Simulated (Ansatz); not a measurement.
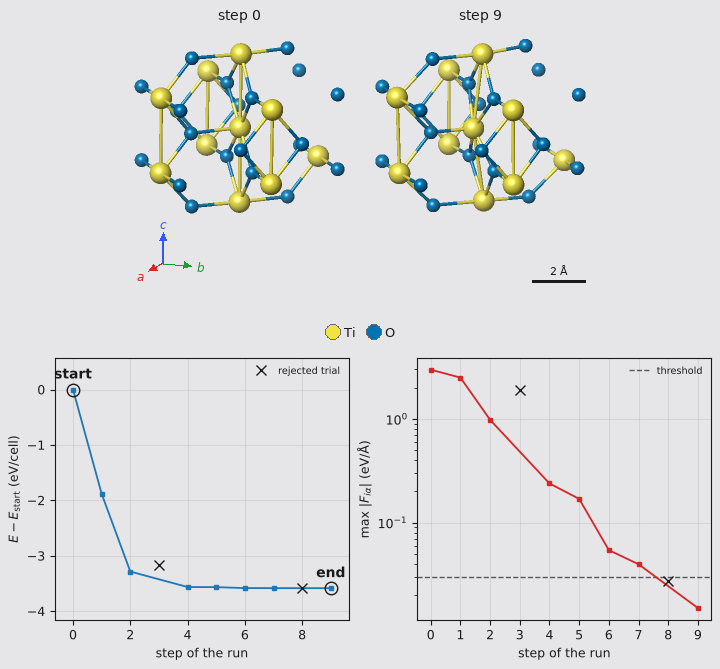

First and last geometry of a relaxation of a defect cell of composition Ti23O47, with the history of the run. The picture is a ball-and-stick view of the atoms within 4.2 Å of the atom that moves most (axes of the cell of the calculation (origin shifted)), seen slightly off an axis.

Computed with DFT, PBEsol, PAW, plane waves in Ansatz 0.2.0. Settings: plane-wave cutoff 420 eV; k-point mesh 1 × 1 × 1; mesh shifted by (0.25, 0.25, 0.25); collinear spin; atoms relaxed in a fixed cell; force threshold 0.03 eV/Å; at most 80 steps.

What do the curves and the structures tell?

Answer. It converged. The atom that moves furthest is a Ti atom (0.32 Å along [1 −1 0]). Largest moves by element: Ti 0.32 Å, O 0.19 Å. The cell doesn't change. Near-neighbour distances that change, for instance: O–Ti 2.027 → 1.755 Å, O–Ti 1.999 → 1.864 Å, O–Ti 1.958 → 2.080 Å, O–Ti 1.911 → 1.791 Å. Bond angles that change, for instance: Ti–O–Ti 127.9° → 133.2°, Ti–O–Ti 100.2° → 96.6°, Ti–O–Ti 131.9° → 128.8°. The energy falls by 3.585 eV per cell of the calculation in 7 accepted moves (9 points after the start). The largest force component goes from 3 to 0.015 eV/Å. The line search rejected the trial steps at points 3, 8 of the run. The program noted that the starting moments weren't kept.
